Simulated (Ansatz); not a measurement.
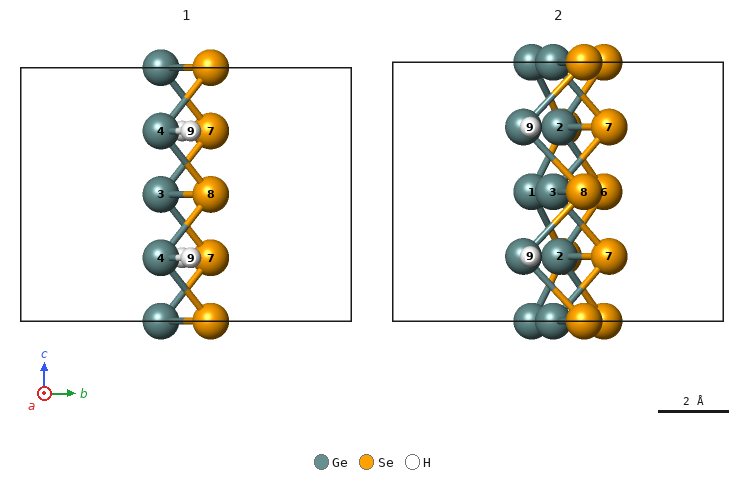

Two geometries of a wire of composition Ge2HSe2, drawn at one scale. One is the start of a relaxation, the other its converged end. The picture is a ball-and-stick view of the 2 repeat of the cell, with the vacuum cut short, seen along the a axis.

Theory: Ansatz, DFT PBE, scalar-relativistic, plane waves, PAW. (plane-wave cutoff 420 eV; k-point mesh 1 × 1 × 15; occupations gaussian; smearing width 0.05 eV; no spin polarisation; cell relaxed at fixed a, b, alpha, beta, gamma; force threshold 0.02 eV/Å; at most 45 steps)

**Which geometry has the lower energy?**

Structure 2 is the relaxed one. Case: zigzag ribbon, 4 formula units a period, edges capped with H. The largest move relative to the centre of the atoms is that of an H atom, 1.10 Å. Largest moves by element: H 1.10 Å, Ge 0.81 Å, Se 0.76 Å. Along the periodic axis the drawn cell goes c 7.339 → 7.493 Å (+2.1 %). Near-neighbour distances that change, for instance: Ge–Se 2.563 → 2.470 Å, Ge–Se 2.563 → 2.629 Å, Ge–H 1.540 → 1.599 Å, Ge–Se 2.563 → 2.608 Å. Among the angles between lasting bonds that change: Ge–Se–Ge 91.4° → 81.4°, Ge–Se–Ge 91.4° → 85.1°, Se–Ge–Se 91.4° → 96.4°. Over 21 accepted moves (25 points after the start) the energy falls by 0.211 eV per cell of the calculation. The largest force component goes from 0.88 to 0.0058 eV/Å. The line search rejected the trial steps at points 17, 19, 21 of the run. At 1 point the geometry stayed and the basis and grid were re-selected for the new cell (energy shift of 1.0 meV per cell of the calculation at most each time). Cost: 8.6 min on 4 threads of Intel(R) Xeon(R) Platinum 8259CL CPU @ 2.50GHz (Skylake/Cascade Lake), on a shared host, peak memory 1.9 GiB.
